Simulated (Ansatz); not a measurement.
The calculation's input:

```
crystal:
  lattice:
    - [-1.6159957088, 1.6159957088, 1.3114683088]
    - [1.6159957088, -1.6159957088, 1.3114683088]
    - [1.6159957088, 1.6159957088, -1.3114683088]
  atoms:
    - { symbol: Si, position: [0.0, 0.0, 0.0] }
hamiltonian:
  xc: hse06
  pseudopotentials: { kind: paw }
kpoints:
  mp_grid: { grid: [8, 8, 8] }
scf:
  occupations: { method: fermi_dirac, width: 0.05 }
output:
  forces: true
  stress: true
  eigenvalues: true
  write_density: true
  write_potential: true
  elf: true
  volumetric_format: npy
```

Below, planes, directions and counts refer to the conventional cell (a = 3.23 Å, b = 3.23 Å, c = 2.62 Å, α = 90.00°, β = 90.00°, γ = 90.00°).

Space group I4/mmm; a structure from a database of computed crystals, not necessarily the ambient phase; computed pressure about 4 GPa in this cell.

Method: Kohn-Sham DFT of a periodic cell, HSE06, Ansatz PAW in Ansatz.

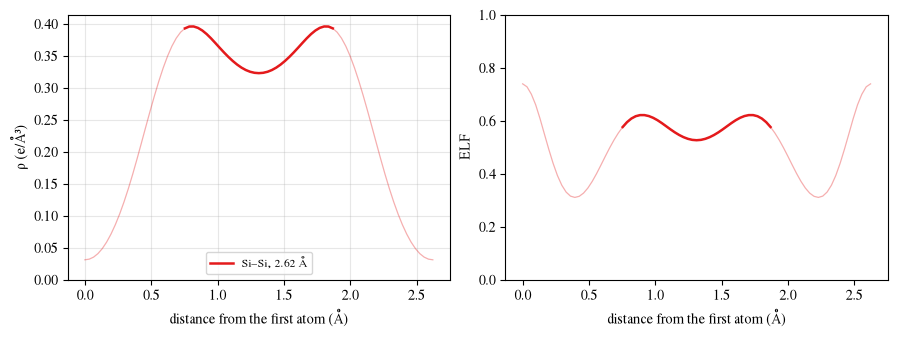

Si. Valence pseudo-density and ELF along straight lines between neighbouring atoms. Thin, pale parts lie inside the atomic spheres.

In a PAW calculation such maps are meaningful between the atoms, not at the nuclei.

What can be read from the curves?

Si–Si (2.62 Å): the density is about 0.32 e/Å³ at the midpoint; the ELF peaks at about 0.60 between the atoms.
